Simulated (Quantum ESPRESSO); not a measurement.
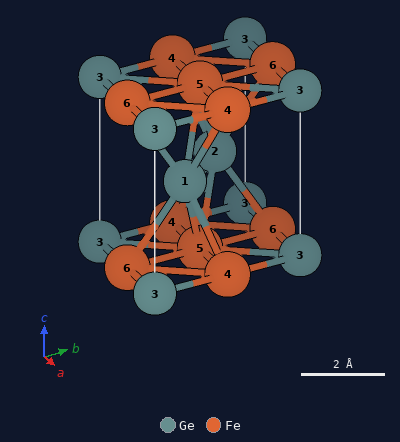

*The input geometry (ball-and-stick view of the cell of the calculation, seen slightly off an axis; atoms are numbered from 1 in the order of the input). An atom can appear more than once, as a periodic image.*

Near neighbours in the periodic cell (some may lie outside the picture): Ge has 6 Fe at 2.50 to 2.51 Å; Fe has 4 Fe at 2.50 Å and 6 Ge at 2.50 to 2.51 Å.

## Band-structure run, with input and output: FeGe (part 1 of 4)

- system: FeGe (P6/mmm, 6 atoms in the cell)
- method: Kohn-Sham DFT of a periodic cell, LDA, GBRV 1.5 LDA, spin-polarised (Quantum ESPRESSO 7.5)

The structure derives from a Materials Project entry.

### Input file
```
&CONTROL
  calculation = 'scf'
  prefix = 'pwscf'
  outdir = './tmp'
  pseudo_dir = './pseudo'
  tprnfor = .true.
  tstress = .true.
  disk_io = 'low'
/
&SYSTEM
  ibrav = 0
  celldm(1) = 8
  nat = 6
  ntyp = 2
  ecutwfc = 56
  ecutrho = 448
  nbnd = 61
  occupations = 'smearing'
  smearing = 'fd'
  degauss = 0.00367493
  nspin = 2
  starting_magnetization(1) = 0
  starting_magnetization(2) = 0.1875
/
&ELECTRONS
  conv_thr = 1.2d-09
  electron_maxstep = 120
  mixing_beta = 0.3
/
ATOMIC_SPECIES
Ge    72.6300 ge_lda_v1.4.uspp.F.UPF
Fe    55.8450 fe_lda_v1.5.uspp.F.UPF
CELL_PARAMETERS alat
  1.1805124618065   0.0000000000000   0.0000000000000
 -0.5902562309033   1.0223537814049   0.0000000000000
  0.0000000000000   0.0000000000000   0.9722077182275
ATOMIC_POSITIONS crystal
Ge     0.6666666667    0.3333333333    0.5000000000
Ge     0.3333333333    0.6666666667    0.5000000000
Ge     0.0000000000    0.0000000000    0.0000000000
Fe     0.0000000000    0.5000000000    0.0000000000
Fe     0.5000000000    0.5000000000    0.0000000000
Fe     0.5000000000    0.0000000000    0.0000000000
K_POINTS automatic
6 6 7 0 0 0
```

### File bands.in
```
&CONTROL
  calculation = 'bands'
  prefix = 'pwscf'
  outdir = './tmp'
  pseudo_dir = './pseudo'
  disk_io = 'low'
  verbosity = 'high'
/
&SYSTEM
  ibrav = 0
  celldm(1) = 8
  nat = 6
  ntyp = 2
  ecutwfc = 56
  ecutrho = 448
  nbnd = 61
  occupations = 'smearing'
  smearing = 'fd'
  degauss = 0.00367493
  nspin = 2
  starting_magnetization(1) = 0
  starting_magnetization(2) = 0.1875
/
&ELECTRONS
  conv_thr = 1d-08
  electron_maxstep = 120
  mixing_beta = 0.3
  diago_full_acc = .true.
  startingwfc = 'random'
/
ATOMIC_SPECIES
Ge    72.6300 ge_lda_v1.4.uspp.F.UPF
Fe    55.8450 fe_lda_v1.5.uspp.F.UPF
CELL_PARAMETERS alat
  1.1805124618065   0.0000000000000   0.0000000000000
 -0.5902562309033   1.0223537814049   0.0000000000000
  0.0000000000000   0.0000000000000   0.9722077182275
ATOMIC_POSITIONS crystal
Ge     0.6666666667    0.3333333333    0.5000000000
Ge     0.3333333333    0.6666666667    0.5000000000
Ge     0.0000000000    0.0000000000    0.0000000000
Fe     0.0000000000    0.5000000000    0.0000000000
Fe     0.5000000000    0.5000000000    0.0000000000
Fe     0.5000000000    0.0000000000    0.0000000000
K_POINTS crystal
60
 0.0000000000  0.0000000000  0.0000000000 1
 0.0833333333  0.0000000000  0.0000000000 1
 0.1666666667  0.0000000000  0.0000000000 1
 0.2500000000  0.0000000000  0.0000000000 1
 0.3333333333  0.0000000000  0.0000000000 1
 0.4166666667  0.0000000000  0.0000000000 1
 0.5000000000  0.0000000000  0.0000000000 1
 0.4444444444  0.1111111111  0.0000000000 1
 0.3888888889  0.2222222222  0.0000000000 1
 0.3333333333  0.3333333333  0.0000000000 1
 0.2857142857  0.2857142857  0.0000000000 1
 0.2380952381  0.2380952381  0.0000000000 1
 0.1904761905  0.1904761905  0.0000000000 1
 0.1428571429  0.1428571429  0.0000000000 1
 0.0952380952  0.0952380952  0.0000000000 1
 0.0476190476  0.0476190476  0.0000000000 1
 0.0000000000  0.0000000000  0.0000000000 1
 0.0000000000  0.0000000000  0.0714285714 1
 0.0000000000  0.0000000000  0.1428571429 1
 0.0000000000  0.0000000000  0.2142857143 1
 0.0000000000  0.0000000000  0.2857142857 1
 0.0000000000  0.0000000000  0.3571428571 1
 0.0000000000  0.0000000000  0.4285714286 1
 0.0000000000  0.0000000000  0.5000000000 1
 0.0714285714  0.0000000000  0.5000000000 1
 0.1428571429  0.0000000000  0.5000000000 1
 0.2142857143  0.0000000000  0.5000000000 1
 0.2857142857  0.0000000000  0.5000000000 1
 0.3571428571  0.0000000000  0.5000000000 1
 0.4285714286  0.0000000000  0.5000000000 1
 0.5000000000  0.0000000000  0.5000000000 1
 0.4583333333  0.0833333333  0.5000000000 1
 0.4166666667  0.1666666667  0.5000000000 1
 0.3750000000  0.2500000000  0.5000000000 1
 0.3333333333  0.3333333333  0.5000000000 1
 0.2916666667  0.2916666667  0.5000000000 1
 0.2500000000  0.2500000000  0.5000000000 1
 0.2083333333  0.2083333333  0.5000000000 1
 0.1666666667  0.1666666667  0.5000000000 1
 0.1250000000  0.1250000000  0.5000000000 1
 0.0833333333  0.0833333333  0.5000000000 1
 0.0416666667  0.0416666667  0.5000000000 1
 0.0000000000  0.0000000000  0.5000000000 1
 0.5000000000  0.0000000000  0.5000000000 1
 0.5000000000  0.0000000000  0.4285714286 1
 0.5000000000  0.0000000000  0.3571428571 1
 0.5000000000  0.0000000000  0.2857142857 1
 0.5000000000  0.0000000000  0.2142857143 1
 0.5000000000  0.0000000000  0.1428571429 1
 0.5000000000  0.0000000000  0.0714285714 1
 0.5000000000  0.0000000000  0.0000000000 1
 0.3333333333  0.3333333333  0.0000000000 1
 0.3333333333  0.3333333333  0.0625000000 1
 0.3333333333  0.3333333333  0.1250000000 1
 0.3333333333  0.3333333333  0.1875000000 1
 0.3333333333  0.3333333333  0.2500000000 1
 0.3333333333  0.3333333333  0.3125000000 1
 0.3333333333  0.3333333333  0.3750000000 1
 0.3333333333  0.3333333333  0.4375000000 1
 0.3333333333  0.3333333333  0.5000000000 1
```

Run on 2 threads of Intel Xeon (Sapphire Rapids), 64 GiB of memory available, shared host.

Command:
```bash
OMP_NUM_THREADS=1 mpirun -n 2 pw.x -nk 2 -in pw.in > pw.out
OMP_NUM_THREADS=1 mpirun -n 2 pw.x -nk 2 -in bands.in > bands.out
```

### Output
```
This program is part of the open-source Quantum ESPRESSO suite
     for quantum simulation of materials; please cite
         "P. Giannozzi et al., J. Phys.:Condens. Matter 21 395502 (2009);
         "P. Giannozzi et al., J. Phys.:Condens. Matter 29 465901 (2017);
         "P. Giannozzi et al., J. Chem. Phys. 152 154105 (2020);
          URL
     in publications or presentations arising from this work. More details at

     Message from routine setup:
     using ibrav=0 with symmetry is DISCOURAGED, use correct ibrav instead

     K-points division:     npool     =       2
     Subspace diagonalization in iterative solution of the eigenvalue problem:
     a serial algorithm will be used

     G-vector sticks info
     --------------------
     sticks:   dense  smooth     PW     G-vecs:    dense   smooth      PW
     Sum        2749    1381    397                96137    33997    5251

     Using Slab Decomposition

     bravais-lattice index     =            0
     lattice parameter (alat)  =       8.0000  a.u.
     unit-cell volume          =     600.7597 (a.u.)^3
     number of atoms/cell      =            6
     number of atomic types    =            2
     number of electrons       =        90.00
     number of Kohn-Sham states=           61
     kinetic-energy cutoff     =      56.0000  Ry
     charge density cutoff     =     448.0000  Ry
     scf convergence threshold =      1.2E-09
     mixing beta               =       0.3000
     number of iterations used =            8  plain     mixing
     Exchange-correlation=  SLA  PZ   NOGX NOGC
                           (   1   1   0   0   0   0   0)

     celldm(1)=   8.000000  celldm(2)=   0.000000  celldm(3)=   0.000000
     celldm(4)=   0.000000  celldm(5)=   0.000000  celldm(6)=   0.000000

     crystal axes: (cart. coord. in units of alat)
               a(1) = (   1.180512   0.000000   0.000000 )
               a(2) = (  -0.590256   1.022354   0.000000 )
               a(3) = (   0.000000   0.000000   0.972208 )

     reciprocal axes: (cart. coord. in units 2 pi/alat)
               b(1) = (  0.847090  0.489067 -0.000000 )
               b(2) = (  0.000000  0.978135  0.000000 )
               b(3) = (  0.000000 -0.000000  1.028587 )

     PseudoPot. # 1 for Ge read from file:
     ge_lda_v1.4.uspp.F.UPF
     Pseudo is Ultrasoft + core correction, Zval = 14.0
     Generated by new atomic code, or converted to UPF format
     Using radial grid of  873 points,  6 beta functions with:
                l(1) =   0
                l(2) =   0
                l(3) =   1
                l(4) =   1
                l(5) =   2
                l(6) =   2
     Q(r) pseudized with  8 coefficients,  rinner =    1.400   1.400   1.400
                                                       1.400   1.400

     PseudoPot. # 2 for Fe read from file:
     fe_lda_v1.5.uspp.F.UPF
     Pseudo is Ultrasoft + core correction, Zval = 16.0
     Generated by new atomic code, or converted to UPF format
     Using radial grid of  861 points,  6 beta functions with:
                l(1) =   0
                l(2) =   0
                l(3) =   1
                l(4) =   1
                l(5) =   2
                l(6) =   2
     Q(r) pseudized with  8 coefficients,  rinner =    1.000   1.000   1.000
                                                       1.000   1.000

     atomic species   valence    mass     pseudopotential
     Ge               14.00    72.63000     Ge( 1.00)
     Fe               16.00    55.84500     Fe( 1.00)

     Starting magnetic structure
     atomic species   magnetization
     Ge              0.000
     Fe              0.188

     24 Sym. Ops., with inversion, found

   Cartesian axes

     site n.     atom                  positions (alat units)
         1        Ge     tau(   1) = (   0.5902562   0.3407846   0.4861039  )
         2        Ge     tau(   2) = (  -0.0000000   0.6815692   0.4861039  )
         3        Ge     tau(   3) = (   0.0000000   0.0000000   0.0000000  )
         4        Fe     tau(   4) = (  -0.2951281   0.5111769   0.0000000  )
         5        Fe     tau(   5) = (   0.2951281   0.5111769   0.0000000  )
         6        Fe     tau(   6) = (   0.5902562   0.0000000   0.0000000  )

     number of k points=    28  Fermi-Dirac smearing, width (Ry)=  0.0037
                       cart. coord. in units 2pi/alat
        k(    1) = (   0.0000000   0.0000000   0.0000000), wk =   0.0039683
        k(    2) = (   0.0000000   0.0000000   0.1469410), wk =   0.0079365
        k(    3) = (   0.0000000   0.0000000   0.2938819), wk =   0.0079365
        k(    4) = (   0.0000000   0.0000000   0.4408229), wk =   0.0079365
        k(    5) = (   0.0000000   0.1630225   0.0000000), wk =   0.0238095
        k(    6) = (   0.0000000   0.1630225   0.1469410), wk =   0.0476190
        k(    7) = (   0.0000000   0.1630225   0.2938819), wk =   0.0476190
        k(    8) = (   0.0000000   0.1630225   0.4408229), wk =   0.0476190
        k(    9) = (   0.0000000   0.3260450   0.0000000), wk =   0.0238095
        k(   10) = (   0.0000000   0.3260450   0.1469410), wk =   0.0476190
        k(   11) = (   0.0000000   0.3260450   0.2938819), wk =   0.0476190
        k(   12) = (   0.0000000   0.3260450   0.4408229), wk =   0.0476190
        k(   13) = (   0.0000000  -0.4890675   0.0000000), wk =   0.0119048
        k(   14) = (   0.0000000  -0.4890675   0.1469410), wk =   0.0238095
        k(   15) = (   0.0000000  -0.4890675   0.2938819), wk =   0.0238095
        k(   16) = (   0.0000000  -0.4890675   0.4408229), wk =   0.0238095
        k(   17) = (   0.1411816   0.2445337   0.0000000), wk =   0.0238095
        k(   18) = (   0.1411816   0.2445337   0.1469410), wk =   0.0476190
        k(   19) = (   0.1411816   0.2445337   0.2938819), wk =   0.0476190
        k(   20) = (   0.1411816   0.2445337   0.4408229), wk =   0.0476190
        k(   21) = (   0.1411816   0.4075562   0.0000000), wk =   0.0476190
        k(   22) = (   0.1411816   0.4075562   0.1469410), wk =   0.0952381
        k(   23) = (   0.1411816   0.4075562   0.2938819), wk =   0.0952381
        k(   24) = (   0.1411816   0.4075562   0.4408229), wk =   0.0952381
        k(   25) = (   0.2823632   0.4890675   0.0000000), wk =   0.0079365
        k(   26) = (   0.2823632   0.4890675   0.1469410), wk =   0.0158730
        k(   27) = (   0.2823632   0.4890675   0.2938819), wk =   0.0158730
        k(   28) = (   0.2823632   0.4890675   0.4408229), wk =   0.0158730

     Dense  grid:    96137 G-vectors     FFT dimensions: (  64,  64,  54)

     Smooth grid:    33997 G-vectors     FFT dimensions: (  45,  45,  40)

     Check: negative core charge=   -0.000019
     Generating pointlists ...
     new r_m :   0.2435 (alat units)  1.9478 (a.u.) for type    1
     new r_m :   0.2435 (alat units)  1.9478 (a.u.) for type    2

     Initial potential from superposition of free atoms

     starting charge      86.9979, renormalised to      90.0000
     Starting wfcs are   66 randomized atomic wfcs

     Self-consistent Calculation

     iteration #  1     ecut=    56.00 Ry     beta= 0.30
     Davidson diagonalization with overlap
     ethr =  1.00E-02,  avg # of iterations =  4.3

     total energy              =   -1389.69125384 Ry
     estimated scf accuracy    <       3.83623790 Ry

     total magnetization       =     4.56 Bohr mag/cell
     absolute magnetization    =     5.29 Bohr mag/cell

     iteration #  2     ecut=    56.00 Ry     beta= 0.30
     Davidson diagonalization with overlap
     ethr =  4.26E-03,  avg # of iterations =  2.1

     total energy              =   -1389.88648284 Ry
     estimated scf accuracy    <       2.88702865 Ry

     total magnetization       =     5.57 Bohr mag/cell
     absolute magnetization    =     6.16 Bohr mag/cell

     iteration #  3     ecut=    56.00 Ry     beta= 0.30
     Davidson diagonalization with overlap
     ethr =  3.21E-03,  avg # of iterations =  2.1

     total energy              =   -1390.17729046 Ry
     estimated scf accuracy    <       0.43334421 Ry

     total magnetization       =     5.09 Bohr mag/cell
     absolute magnetization    =     5.85 Bohr mag/cell

     iteration #  4     ecut=    56.00 Ry     beta= 0.30
     Davidson diagonalization with overlap
     ethr =  4.81E-04,  avg # of iterations =  3.3

     total energy              =   -1390.24325294 Ry
     estimated scf accuracy    <       0.01186229 Ry

     total magnetization       =     5.22 Bohr mag/cell
     absolute magnetization    =     5.93 Bohr mag/cell

     iteration #  5     ecut=    56.00 Ry     beta= 0.30
     Davidson diagonalization with overlap
     ethr =  1.32E-05,  avg # of iterations =  5.3

     total energy              =   -1390.24712525 Ry
     estimated scf accuracy    <       0.00687048 Ry

     total magnetization       =     5.04 Bohr mag/cell
     absolute magnetization    =     5.77 Bohr mag/cell

     iteration #  6     ecut=    56.00 Ry     beta= 0.30
     Davidson diagonalization with overlap
     ethr =  7.63E-06,  avg # of iterations =  1.4

     total energy              =   -1390.25009127 Ry
     estimated scf accuracy    <       0.00308130 Ry

     total magnetization       =     4.62 Bohr mag/cell
     absolute magnetization    =     5.37 Bohr mag/cell

     iteration #  7     ecut=    56.00 Ry     beta= 0.30
     Davidson diagonalization with overlap
     ethr =  3.42E-06,  avg # of iterations =  2.6

     total energy              =   -1390.25107904 Ry
     estimated scf accuracy    <       0.00119222 Ry

     total magnetization       =     4.37 Bohr mag/cell
     absolute magnetization    =     5.07 Bohr mag/cell

     iteration #  8     ecut=    56.00 Ry     beta= 0.30
     Davidson diagonalization with overlap
     ethr =  1.32E-06,  avg # of iterations =  2.4

     total energy              =   -1390.25195068 Ry
     estimated scf accuracy    <       0.00032695 Ry

     total magnetization       =     4.16 Bohr mag/cell
     absolute magnetization    =     4.77 Bohr mag/cell

     iteration #  9     ecut=    56.00 Ry     beta= 0.30
     Davidson diagonalization with overlap
     ethr =  3.63E-07,  avg # of iterations =  2.0

     total energy              =   -1390.25204999 Ry
     estimated scf accuracy    <       0.00008291 Ry

     total magnetization       =     4.21 Bohr mag/cell
     absolute magnetization    =     4.83 Bohr mag/cell

     iteration # 10     ecut=    56.00 Ry     beta= 0.30
     Davidson diagonalization with overlap
     ethr =  9.21E-08,  avg # of iterations =  2.0

     total energy              =   -1390.25209115 Ry
     estimated scf accuracy    <       0.00000657 Ry

     total magnetization       =     4.17 Bohr mag/cell
     absolute magnetization    =     4.77 Bohr mag/cell

     iteration # 11     ecut=    56.00 Ry     beta= 0.30
     Davidson diagonalization with overlap
     ethr =  7.30E-09,  avg # of iterations =  2.5

     total energy              =   -1390.25209453 Ry
     estimated scf accuracy    <       0.00000362 Ry

     total magnetization       =     4.16 Bohr mag/cell
     absolute magnetization    =     4.76 Bohr mag/cell

     iteration # 12     ecut=    56.00 Ry     beta= 0.30
     Davidson diagonalization with overlap
     ethr =  4.02E-09,  avg # of iterations =  1.9

     total energy              =   -1390.25209566 Ry
     estimated scf accuracy    <       0.00000053 Ry

     total magnetization       =     4.16 Bohr mag/cell
     absolute magnetization    =     4.75 Bohr mag/cell

     iteration # 13     ecut=    56.00 Ry     beta= 0.30
     Davidson diagonalization with overlap
     ethr =  5.93E-10,  avg # of iterations =  1.8

     total energy              =   -1390.25209577 Ry
     estimated scf accuracy    <       0.00000008 Ry

     total magnetization       =     4.17 Bohr mag/cell
     absolute magnetization    =     4.75 Bohr mag/cell

     iteration # 14     ecut=    56.00 Ry     beta= 0.30
     Davidson diagonalization with overlap
     ethr =  8.44E-11,  avg # of iterations =  2.0

     total energy              =   -1390.25209578 Ry
     estimated scf accuracy    <          7.0E-09 Ry

     total magnetization       =     4.17 Bohr mag/cell
     absolute magnetization    =     4.75 Bohr mag/cell

     iteration # 15     ecut=    56.00 Ry     beta= 0.30
     Davidson diagonalization with overlap
     ethr =  7.83E-12,  avg # of iterations =  2.5

     total energy              =   -1390.25209579 Ry
     estimated scf accuracy    <          2.8E-09 Ry

     total magnetization       =     4.17 Bohr mag/cell
     absolute magnetization    =     4.75 Bohr mag/cell

     iteration # 16     ecut=    56.00 Ry     beta= 0.30
     Davidson diagonalization with overlap
     ethr =  3.10E-12,  avg # of iterations =  2.0

     Magnetic moment per site  (integrated on atomic sphere of radius R)
     atom   1 (R=0.243)  charge= 11.9231  magn= -0.0408
     atom   2 (R=0.243)  charge= 11.9231  magn= -0.0408
     atom   3 (R=0.243)  charge= 11.8999  magn= -0.0627
     atom   4 (R=0.243)  charge= 14.5826  magn=  1.4604
     atom   5 (R=0.243)  charge= 14.5826  magn=  1.4604
     atom   6 (R=0.243)  charge= 14.5826  magn=  1.4604

     End of self-consistent calculation

 ------ SPIN UP ------------

          k = 0.0000 0.0000 0.0000 (  4279 PWs)   bands (ev):

   -73.3851 -73.3406 -73.3406 -40.0769 -39.9221 -39.9221 -39.7872 -39.7469
   -39.7469 -39.7466 -39.7315 -39.7315 -11.2254 -11.1693 -11.1693 -11.0898
   -11.0898 -11.0595 -11.0595 -11.0177 -11.0177 -11.0119 -11.0119 -11.0101
   -10.9849 -10.9849 -10.9554   1.3714   5.1853   7.1363   8.9503   9.0908
     9.0908   9.3206  10.5696  10.6016  10.6016  10.8255  10.8255  11.0713
    11.0713  12.3957  12.3957  12.5817  12.6405  12.6405  13.5063  13.8932
    14.9412  14.9412  16.3877  16.7988  17.8892  17.8892  18.8445  19.7489
    20.6464  20.6464  22.0732  23.3315  23.3315

          k = 0.0000 0.0000 0.1469 (  4261 PWs)   bands (ev):
```
